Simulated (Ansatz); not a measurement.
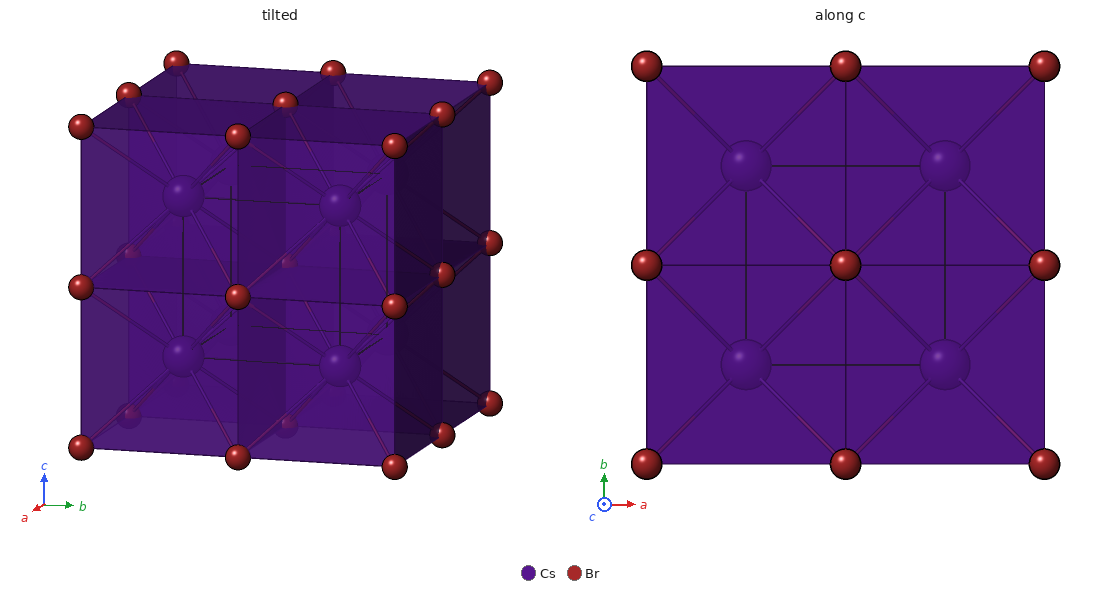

The crystal in a polyhedral representation, seen slightly off an axis and along the c axis. The parallelepiped is the conventional unit cell. Some neighbours outside the box are added. Cell: a = 4.30 Å, b = 4.30 Å, c = 4.30 Å, α = 90.00°, β = 90.00°, γ = 90.00°.

Its origin is a structure type filled with these elements by a generator (whether the compound takes this form wasn't checked). Earlier steps of the study may have refined or changed the cell and positions. Ansatz was used for an electronic-structure calculation on it.

What structure is drawn here?

The material is CsBr. It belongs to space group Pm-3m (No. 221) and has a primitive cubic lattice. Prototype: caesium chloride (CsCl, B2) type. It has 2 atoms to the cell (1 Cs, 1 Br). The polyhedra are CsBr8 cubes; they share corners, edges and faces. Cs is coordinated by eight Br in a cubic arrangement at about 3.7 Å. The neighbours of Br are eight Cs in a cubic arrangement at about 3.7 Å.

Setup: DFT PBE+D3(BJ), scalar-relativistic, plane waves, PAW in Ansatz; 420 eV cutoff, a 6×6×6 sampling of the Brillouin zone, Gaussian smearing of 0.02 eV, no spin polarisation.

Does it come out as a metal, or with a gap?

An insulator at this level, with a gap of 4.48 eV, direct.

How are the electrons shared out in a Bader analysis?

Cs +0.81 e; Br -0.81 e.

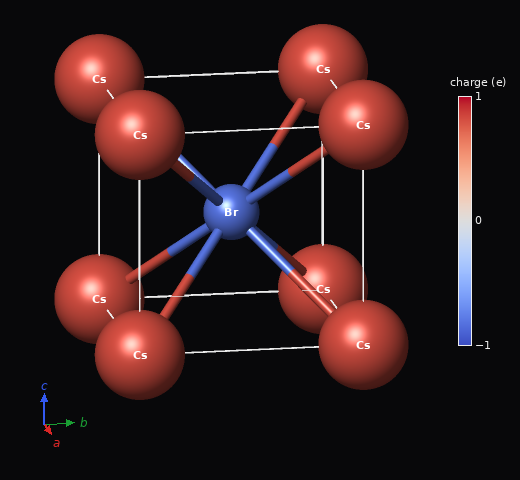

The atoms coloured by those charges. The run's cell of 2 atoms is drawn.

Does this geometry sit at a stationary point of the energy?

Yes. All forces vanish to within 0.01 eV/Å. The pressure is 0.0 GPa, close to zero.
